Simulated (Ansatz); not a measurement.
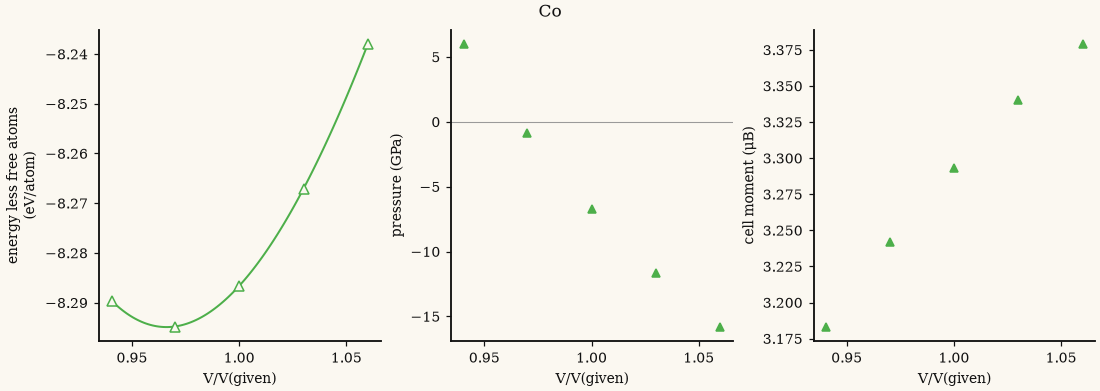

The figure shows the energy less free atoms, pressure and cell moment against V/V(given) for Co, space group P6_3/mmc (No. 194).

Starting cell:
```xyz
2
Lattice="2.5190 0.0000 0.0000 -1.2595 2.1815 0.0000 0.0000 0.0000 4.0910" Properties=species:S:1:pos:R:3 pbc="T T T"
Co    0.0000    1.4543    1.0228
Co    1.2595    0.7272    3.0682
```

Method: periodic Kohn-Sham DFT of a crystal at fixed atoms, scaled to the stated factor times the given cell; pressure positive in compression, energy less spherical unpolarised free atoms (Ansatz 0.2.0). Level: PBE, collinear spin. The state reached is ferromagnetic.

- method: all-electron LAPW
- relativity: scalar
- k mesh: 19×19×10
- occupations: Fermi–Dirac
- smearing width: 0.05 eV
- basis error target: 0.5 (meV/atom)
- nucleus: Gaussian

V(given) is 11.24 Å³/atom.

**Give the fitted equation-of-state parameters.**

A third-order Birch–Murnaghan fit gives V0 = 10.86 Å³/atom, B0 = 212 GPa and B′ = 4.7.

**Read off the course of the pressure.**

It falls from 6.0 GPa at V/V(given) 0.941 to −15.8 GPa at 1.060, and changes sign near 0.966.

**Read off the course of the cell moment.**

It rises from 3.183 μB at V/V(given) 0.941 to 3.379 μB at 1.060.

Note: run without spin, though Co often carries a moment; shape and atomic fractions are frozen while scaling, which makes layered, chain and framework solids too stiff.
